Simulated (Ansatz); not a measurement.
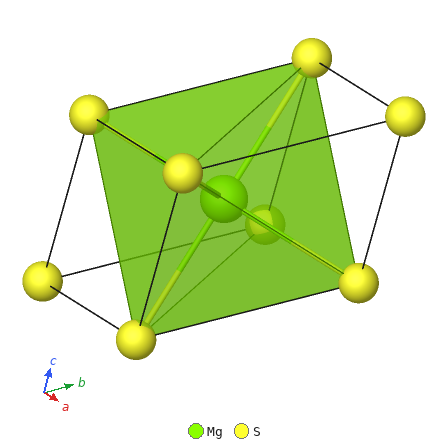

System: MgS, space group Fm-3m (No. 225) (cell built by us, not taken from a database). The picture shows the cell.

The given structure:
```yaml
crystal:
  lattice:
    - [0.00000, 2.61493, 2.61493]
    - [2.61493, 0.00000, 2.61493]
    - [2.61493, 2.61493, 0.00000]
  atoms:
    - { symbol: Mg, position: [0.50000, 0.50000, 0.50000] }
    - { symbol: S, position: [0.00000, 0.00000, 0.00000] }
```

How it was computed, with Ansatz 0.2.0: harmonic phonon frequencies at the irreducible points of a q mesh with atoms at rest in the given cell, q in fractions of the reciprocal cell vectors, no long-range term at q = 0, imaginary frequencies are negative, the first points where there are many; plane waves with PAW datasets. Level: PBE, no spin polarisation.

- wave cutoff: 420 eV
- k mesh: 8×8×8
- occupations: fixed
- pressure: 0 GPa
- phonon method: linear response
- q mesh: 4×4×4

Predict the phonon frequencies at several wave vectors (in fractions of the reciprocal vectors of the given cell).

No frequency is imaginary, so the structure is stable to these displacements at the wave vectors computed. The highest mode among the wave vectors computed lies at 380.6 cm⁻¹, at (0 0 0.25) (at the zone centre itself the field of polar modes is left out).

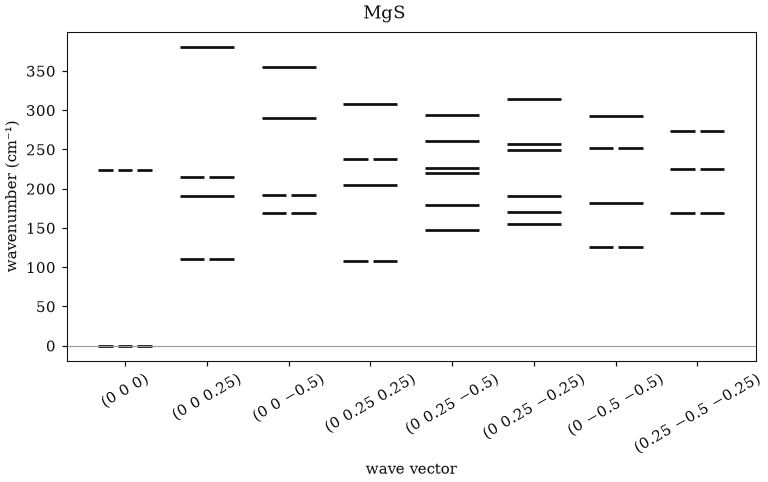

Imaginary frequencies are drawn as negative.
